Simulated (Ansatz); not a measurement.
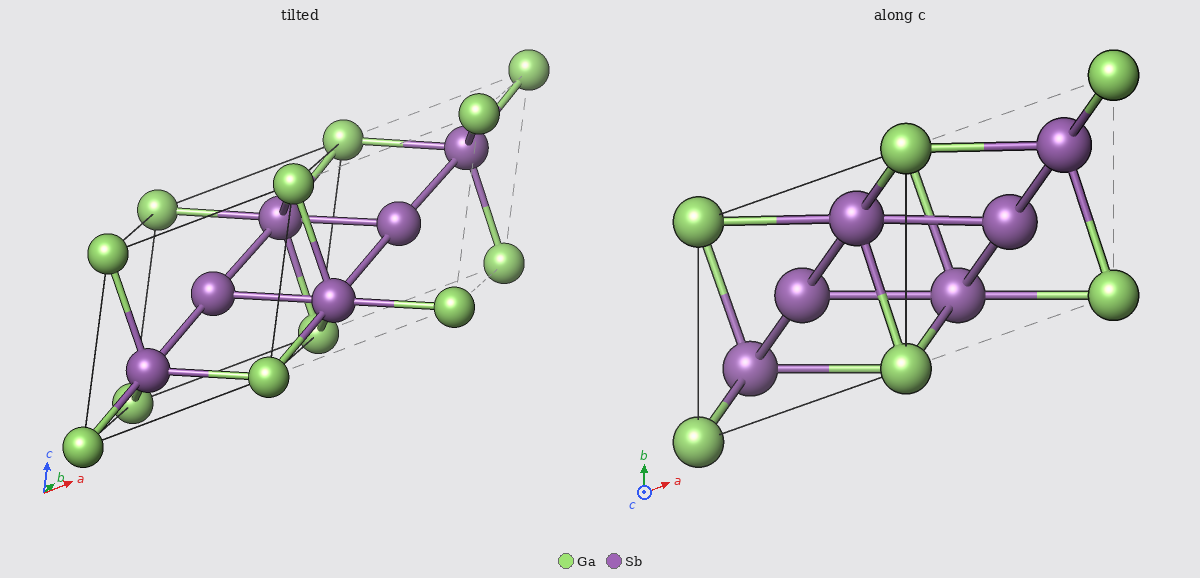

An orthographic ball-and-stick view of the structure, slightly off an axis and along the c axis. The structure is repeated 2×1×1 times; solid lines mark one simulation cell.

The input file of the run:
```yaml
crystal:
  lattice:
    - [0.0, 3.730595, 3.730595]
    - [3.730595, 0.0, 3.730595]
    - [3.730595, 3.730595, 0.0]
  atoms:
    - { symbol: Ga, position: [0.0, 0.0, 0.0] }
    - { symbol: Sb, position: [0.25, 0.25, 0.25] }
    - { symbol: Sb, position: [0.762062419, 0.762062419, 0.737937581] }
    - { symbol: Sb, position: [0.5, 0.5, 0.5] }
basis:
  ecutwfc: 420
kpoints:
  mp_grid: { grid: [8, 8, 8] }
hamiltonian:
  xc: pbe
scf:
  occupations: { method: gaussian, width: 0.1 }
output:
  forces: true
  stress: true
  eigenvalues: true
```
Run as:
```sh
ansatz run input.yaml --threads 1 --pin off --max-ram 1331MiB --backend cpu --events-out ev --progress --plain --runs-dir out
```

Setup: DFT PBE, scalar-relativistic, plane waves, PAW in Ansatz; cutoff 420 eV, k-point mesh 8×8×8, Gaussian smearing of 0.1 eV, no spin polarisation.

Question: What is the electronic character?

Answer: A metal: bands cross the Fermi level.

Question: Would the cell expand or shrink if it could?

Answer: The computed pressure is -0.8 GPa (stretched: it would shrink).

The initial geometry was a structure listed in the Materials Project. The cell was then strained or its atoms displaced on purpose. Ansatz was used for an electronic-structure calculation on it.
